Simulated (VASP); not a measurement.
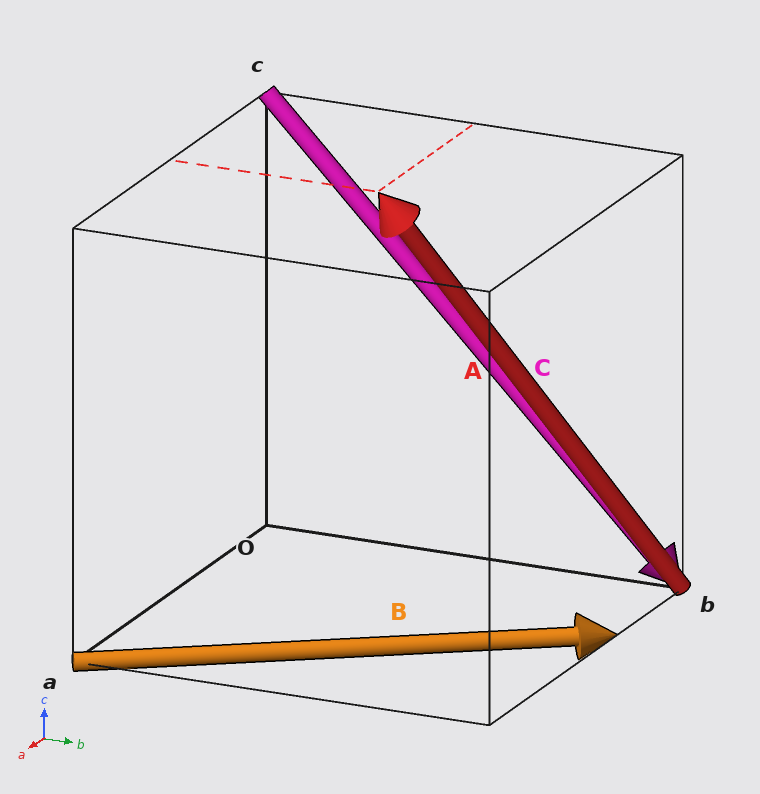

Each arrow starts at a corner of the unit cell and ends on its surface; where a tip isn't a corner, dashed lines run from it parallel to the axes. Crystal: Ge, an entry of the Crystallography Open Database, as set up for an electronic-structure calculation. The drawing is computed from the coordinates (standard cell, symmetry found to 0.002 Å).

a = 5.658 Å, b = 5.658 Å, c = 5.658 Å, α = 90.00°, β = 90.00°, γ = 90.00°.

**Index the directions.**

Arrow A runs from (0, 1, 0) to (1/2, 1/2, 1), so [1 −1 2]; Arrow B runs from (1, 0, 0) to (1/3, 1, 0), so [−2 3 0]; Arrow C runs from (0, 0, 1) to (0, 1, 0), so [0 1 −1].

**How long is the vector ua + vb + wc in each case, and what angles do the directions make?**

A 13.859 Å; B 20.400 Å; C 8.001 Å. A–B: 124.5°. A–C: 150.0°. B–C: 54.0°.
